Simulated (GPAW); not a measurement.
## Zn K ELNES/XANES of zinc-blende (ZnS)₁₋ₓ(ZnSe)ₓ at x = 1 from DFT

What does the Zn K edge look like in zinc-blende (ZnS)₁₋ₓ(ZnSe)ₓ at x = 1?

Main program and level: GPAW 26.7.0; X-ray absorption from dipole matrix elements to empty bands, plane-wave PAW LDA.

### Step 1. Set-up

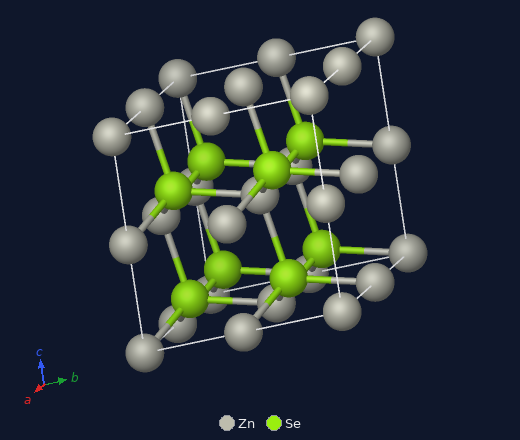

Start, viewed slightly off an axis; zinc light grey, selenium green. Bonds to atoms that aren't drawn are left out. Some periodic images of atoms are drawn too.

As a file:

```xyz
16
Lattice="0.0000 5.6680 5.6680 5.6680 0.0000 5.6680 5.6680 5.6680 0.0000" Properties=species:S:1:pos:R:3 pbc="T T T"
Zn    0.0000    0.0000    0.0000
Se    1.4170    1.4170    1.4170
Zn    2.8340    2.8340    0.0000
Se    4.2510    4.2510    1.4170
Zn    2.8340    0.0000    2.8340
Se    4.2510    1.4170    4.2510
Zn    5.6680    2.8340    2.8340
Se    7.0850    4.2510    4.2510
Zn    0.0000    2.8340    2.8340
Se    1.4170    4.2510    4.2510
Zn    2.8340    5.6680    2.8340
Se    4.2510    7.0850    4.2510
Zn    8.5020    8.5020    5.6680
Se    4.2510    4.2510    7.0850
Zn    5.6680    5.6680    5.6680
Se    7.0850    7.0850    7.0850
```

### Step 2. Ground state of the crystal

The ground state comes first: it tells whether the system has a gap, which decides how the excited electron is treated.

Contents of scf.py:

```python
import numpy as np
from ase import Atoms
from ase.parallel import parprint, paropen
from gpaw import GPAW, PW, FermiDirac, Mixer, MixerDif, setup_paths
from gpaw.test import gen
setup_paths.insert(0, '.')
gen('Zn', name='nch1s', xcname='LDA', corehole=(1, 0, 0), write_xml=True)
from gpaw.mpi import world
world.barrier()

atoms = Atoms('ZnSeZnSeZnSeZnSeZnSeZnSeZnSeZnSe',
    cell=[[0, 5.668, 5.668],
     [5.668, 0, 5.668],
     [5.668, 5.668, 0]],
    scaled_positions=[[0, 0, 0],
     [0.125, 0.125, 0.125],
     [0, 0, 0.5],
     [0.125, 0.125, 0.625],
     [0, 0.5, 0],
     [0.125, 0.625, 0.125],
     [0, 0.5, 0.5],
     [0.125, 0.625, 0.625],
     [0.5, 0, 0],
     [0.625, 0.125, 0.125],
     [0.5, 0, 0.5],
     [0.625, 0.125, 0.625],
     [0.5, 0.5, 1],
     [0.625, 0.625, 0.125],
     [0.5, 0.5, 0.5],
     [0.625, 0.625, 0.625]],
    pbc=True)
atoms.calc = calc = GPAW(legacy_gpaw=True, mode=PW(400, force_complex_dtype=True), xc='LDA', setups={0: 'nch1s'},
    kpts={'size': (4, 4, 4), 'gamma': True}, occupations=FermiDirac(0.05),
    charge=0, mixer=Mixer(0.1, 5, 50), maxiter=150,
    convergence={'density': 0.0001, 'eigenstates': 1e-6}, txt='scf.txt')
energy = atoms.get_potential_energy() + calc.get_reference_energy()
ef = calc.get_fermi_level()
out = dict(energy=energy, fermi=ef, forces=atoms.get_forces().tolist())
parprint(f'all-electron energy {energy:.4f} eV, Fermi level {ef:.4f} eV')
ev = np.array([[calc.get_eigenvalues(k, s) for k in range(len(calc.get_ibz_k_points()))] for s in range(calc.get_number_of_spins())])
out['homo'], out['lumo'], out['counts'] = ev[ev < ef].max(), ev[ev > ef].min(), sorted(set((ev < ef).sum((0, 2)).tolist()))
out['filled'] = (ev[:, 0] < ef).sum(1).tolist()
import json
with paropen('out.json', 'w') as f:
    json.dump(out, f)
```

The run is started by

```bash
$ OMP_NUM_THREADS=1 mpirun -n 4 gpaw python scf.py
```

Numbers of over 12 decimals in the logs are rounded to 6 here.

The program printed:

```text
Input parameters:
  convergence: {density: 0.0001,
                eigenstates: 1e-06}
  kpts: {gamma: True,
         size: (4, 4, 4)}
  maxiter: 150
  mixer: {backend: pulay,
          beta: 0.1,
          method: separate,
          nmaxold: 5,
          weight: 50}
  mode: {ecut: 400.0,
         force_complex_dtype: True,
         name: pw}
  occupations: {fixmagmom: False,
                name: fermi-dirac,
                width: 0.05}
  setups: {0: nch1s}

Initialize ...

[... PAW data sets ...]

Reference energy: -918440.602754  # eV

Spin-paired calculation

[... convergence settings ...]
Symmetries present (total): 24
  [... symmetry matrices ...]

64 k-points: 4 x 4 x 4 Monkhorst-Pack grid + [1/8,1/8,1/8]
8 k-points in the irreducible part of the Brillouin zone
       k-points in crystal coordinates                weights
   0:     0.00000000    0.00000000    0.00000000          1/64
   1:     0.25000000    0.25000000    0.00000000          6/64
   2:     0.25000000    0.25000000    0.25000000          8/64
   3:     0.50000000    0.25000000   -0.25000000          6/64
   4:     0.50000000    0.25000000    0.25000000         12/64
   5:     0.50000000    0.50000000    0.00000000          3/64
   6:     0.50000000    0.50000000    0.25000000         24/64
   7:     0.50000000    0.50000000    0.50000000          4/64

Wave functions: Plane wave expansion
  Cutoff energy: 400.000 eV
  Number of coefficients (min, max): 6586, 6652
  Pulay-stress correction: 0.000000 eV/Ang^3 (de/decut=0.000000)
  Using FFTW library
  Wavefunction extrapolation:
    Improved wavefunction reuse through dual PAW basis

Occupation numbers: Fermi-Dirac:
  width: 0.0500  # eV

Eigensolver
   Davidson(niter=2)

Densities:
  Coarse grid: 40*40*40 grid
  Fine grid: 80*80*80 grid
  Total Charge: 0.000000

Density mixing:
  Method: separate
  Backend: pulay
  Linear mixing parameter: 0.1
  old densities: 5
  Width of damping distribution: 1.1
  Damping of long wavelength oscillations: 50

[... Hamiltonian set-up ...]
Number of atoms: 16
Number of atomic orbitals: 104
Number of bands in calculation: 91
Number of valence electrons: 144
Bands to converge: occupied

... initialized

Initializing position-dependent things.

Density initialized from atomic densities
Creating initial wave functions:
  91 bands from LCAO basis set

                             Se
                                  Zn
                    Se   Zn
                      Se

             Se             Se
                  Zn
                   Se
         Zn            Zn
                    Se
            SeZn
                Zn

       Zn

Atomic positions and initial magnetic moments

Positions:
   0 Zn     0.000000    0.000000    0.000000    ( 0.0000,  0.0000,  0.0000)
   1 Se     1.417000    1.417000    1.417000    ( 0.0000,  0.0000,  0.0000)
   2 Zn     2.834000    2.834000    0.000000    ( 0.0000,  0.0000,  0.0000)
   3 Se     4.251000    4.251000    1.417000    ( 0.0000,  0.0000,  0.0000)
   4 Zn     2.834000    0.000000    2.834000    ( 0.0000,  0.0000,  0.0000)
   5 Se     4.251000    1.417000    4.251000    ( 0.0000,  0.0000,  0.0000)
   6 Zn     5.668000    2.834000    2.834000    ( 0.0000,  0.0000,  0.0000)
[...]
13 Se     4.251000    4.251000    7.085000    ( 0.0000,  0.0000,  0.0000)
  14 Zn     5.668000    5.668000    5.668000    ( 0.0000,  0.0000,  0.0000)
  15 Se     7.085000    7.085000    7.085000    ( 0.0000,  0.0000,  0.0000)

Unit cell:
           periodic     x           y           z      points  spacing
  1. axis:    yes    0.000000    5.668000    5.668000    40     0.1636
  2. axis:    yes    5.668000    0.000000    5.668000    40     0.1636
  3. axis:    yes    5.668000    5.668000    0.000000    40     0.1636

  Lengths:   8.015762   8.015762   8.015762
  Angles:   60.000000  60.000000  60.000000

Effective grid spacing dv^(1/3) = 0.1785

iter:   1   -60.009406
iter:   2   -60.193901   -0.29  -1.25
iter:   3   -59.194820   -1.27  -1.31
iter:   4   -59.284482   -1.76  -1.59
iter:   5   -59.209666   -2.06  -1.72
iter:   6   -59.181616   -3.04  -2.16
iter:   7   -59.150605c  -2.60  -2.57
iter:   8   -59.147147c  -3.66  -2.67
iter:   9   -59.147626c  -3.62  -2.94
iter:  10   -59.145582c  -4.27  -3.05
iter:  11   -59.145587c  -5.12  -3.94
iter:  12   -59.145585c  -5.98  -4.11c
iter:  13   -59.145582c  -6.87c -4.69c

Converged after 13 iterations.

Dipole moment: (-28.955319, -28.955319, -28.955319) |e|*Ang

Energy contributions relative to reference atoms: (reference = -918440.602754)

Kinetic:        +83.075991
Potential:      -70.814824
External:        +0.000000
XC:             -70.798912
Entropy (-ST):   -0.000002
Local:           -0.607836
SIC:             +0.000000
--------------------------
Free energy:    -59.145583
Extrapolated:   -59.145582

Showing only first 2 kpts
 Kpt  Band  Eigenvalues  Occupancy
  0    70      3.54960    1.99997
  0    71      3.54960    1.99997
  0    72      4.59395    0.00012
  0    73      5.91008    0.00000

  1    70      3.12025    2.00000
  1    71      3.12025    2.00000
  1    72      6.09779    0.00000
  1    73      6.61989    0.00000

Fermi level: 4.10610

Gap: 1.044 eV
Transition (v -> c):
  (s=0, k=0, n=71, [0.00, 0.00, 0.00]) -> (s=0, k=0, n=72, [0.00, 0.00, 0.00])
No difference between direct/indirect transitions

Forces in eV/Ang:
  0 Zn    0.00000    0.00000   -0.00000
  1 Se    0.00001    0.00001    0.00001
  2 Zn    0.00000   -0.00000    0.00003
  3 Se   -0.00001   -0.00001    0.00001
  4 Zn   -0.00000    0.00003   -0.00000
  5 Se   -0.00001    0.00001   -0.00001
  6 Zn   -0.00003   -0.00000    0.00000
[...]
13 Se    0.00003    0.00003   -0.00003
 14 Zn    0.00000   -0.00000   -0.00000
 15 Se   -0.00003   -0.00003   -0.00003
Scalar-relativistic atomic LDA calculation for Zn (Zinc, Z=30)
Core hole in 1s state (1s occupation: 2.0)
600 radial gridpoints.
|------------------------------------------------|
|------------------------------------------------|
[... the atom generator's iteration count ...]

Energy contributions:
-------------------------
Kinetic:    +1820.136505
XC:           -68.759408
Potential:  -3544.299429
-------------------------
Total:      -1792.922333

state      eigenvalue         ekin         rmax
-----------------------------------------------
1s^2.0 :  -349.206168   449.580746        0.033
2s^2.0 :   -42.473795    85.129008        0.190
2p^6.0 :   -36.877768    83.147768        0.152
3s^2.0 :    -4.724967    18.930386        0.589
3p^6.0 :    -3.060180    16.736648        0.592
3d^10.0:    -0.383140    11.061255        0.564
4s^2.0 :    -0.228494     1.468588        2.078
4p^0.0 :    -0.045217     0.573191        3.031
-----------------------------------------------
(units: Bohr and Hartree)

Generating PAW setup
Kinetic energy of the core from tauc = 1724.019189
Cutoffs:
rc(s)=2.430
rc(p)=2.400
rc(d)=2.230
rc(vbar)=2.260
rc(comp)=2.200
rc(nct)=2.430

Kinetic energy of the core states: 1706.586777
Charge: 0.0
Core electrons: 18.0
Valence electrons: 12.0
Pseudo-core charge: 0.107007
Shape function alpha=2.066
Pseudo-electron charge 3.914685
state    eigenvalue         norm
--------------------------------
4s(2) :    -0.228494     1.130383
*s    :     0.771506
4p(0) :    -0.045217     1.008310
*p    :     0.954783
3d(10):    -0.383140     0.154691
*d    :     0.616860
--------------------------------

Diagonalizing with gridspacing h=0.050

state   all-electron     PAW
-------------------------------
4s:      -0.228494    -0.228671
4p:      -0.045217    -0.045275
3d:      -0.383140    -0.383726
*f:                    0.072913
-------------------------------
all-electron energy -918499.7483 eV, Fermi level 4.1061 eV
```

The job ended after 38 s (4 MPI ranks of Intel Xeon at 2.60GHz (Ice Lake), shared host; peak memory 0.36 GiB; 2.5 min of CPU time).

The mesh shows a gap of 1.04 eV. The excited electron is kept all the same, so that all members of the series, with or without a gap, are treated alike.

### Step 3. Cell without a hole, the energy reference

The photon energy needs a difference of total energies, so the cell and mesh of the coming hole run are first run without a hole.

scf.py, as its differences from that of step 2:

```diff
@@ -26,3 +26,3 @@
      [0.625, 0.125, 0.625],
-     [0.5, 0.5, 1],
+     [0.5, 0.5, 0],
      [0.625, 0.625, 0.125],
@@ -32,3 +32,3 @@
 atoms.calc = calc = GPAW(legacy_gpaw=True, mode=PW(400, force_complex_dtype=True), xc='LDA', setups={0: 'nch1s'},
-    kpts={'size': (4, 4, 4), 'gamma': True}, occupations=FermiDirac(0.05),
+    kpts={'size': (3, 3, 3), 'gamma': True}, occupations=FermiDirac(0.02),
     charge=0, mixer=Mixer(0.1, 5, 50), maxiter=150,
```

The program printed:

```text
Input parameters:
  convergence: {density: 0.0001,
                eigenstates: 1e-06}
  kpts: {gamma: True,
         size: (3, 3, 3)}
  maxiter: 150
  mixer: {backend: pulay,
          beta: 0.1,
          method: separate,
          nmaxold: 5,
          weight: 50}
  mode: {ecut: 400.0,
         force_complex_dtype: True,
         name: pw}
  occupations: {fixmagmom: False,
                name: fermi-dirac,
[...]
*s    :     0.771506
4p(0) :    -0.045217     1.008310
*p    :     0.954783
3d(10):    -0.383140     0.154691
*d    :     0.616860
--------------------------------

Diagonalizing with gridspacing h=0.050

state   all-electron     PAW
-------------------------------
4s:      -0.228494    -0.228671
4p:      -0.045217    -0.045275
3d:      -0.383140    -0.383726
*f:                    0.072913
-------------------------------
all-electron energy -918499.6965 eV, Fermi level 4.0606 eV
[key lines of the parts left out:]
Converged after 13 iterations.
Dipole moment: (-28.938500, -28.938500, -28.938500) |e|*Ang
Free energy:    -59.093746
Fermi level: 4.06059
```

Run time: 24 s. Hardware: 4 MPI ranks; peak memory 0.35 GiB.

Reference energy: -918499.696 eV with the cores included.

(Part 1 of 2 ends here.)

[Banner, clock and machine lines of the logs are left out without a mark of their own.]

[Logs are printed without paths, hosts, clocks, repeated set-up lines and the standing remarks that a program may print on its own settings, such as how far it seeks lower states.]

[Hosts, paths, dates, database ids (printed as entryN), source tags and the programs' standing remarks are cut or masked in the printed files.]

[Lists of maxima count a maximum above −3 eV only where it reaches 4 % of the highest in the window and stands out from its surroundings by 2 % of it (1.5 % where it reaches 55 %); shoulders and weaker maxima are passed over, and of the rest the first, up to two pre-edge ones and the few strongest are named.]
